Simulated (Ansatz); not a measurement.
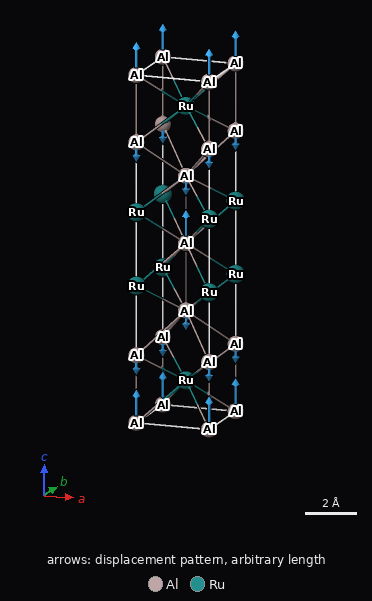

One vibrational mode of solid Al$_{3}$Ru$_{2}$ at the zone centre. The blue arrows give the relative displacements of the atoms. Style: ball-and-stick. Shown: the conventional cell (2 times the calculation's cell), slightly off an axis. Lengths and directions refer to the drawn axes.

Level of theory: Ansatz 0.2.0, DFT LDA, scalar-relativistic, plane waves, PAW. Settings: plane-wave cutoff 420 eV; k-point mesh 16 × 16 × 16; occupations fermi dirac; smearing width 0.15 eV; no spin polarisation.

The frequencies depend somewhat on the k-mesh and the smearing.

### Describe the mode and give its frequency.

This is the A₂u mode at 12.1 THz, the highest optical level, infrared-active by symmetry. The Ru atoms stay at rest; the Al (2a) sublattice moves against the Al (4e) sublattice, along c. The crystal is a metal, so free carriers screen the infrared response.
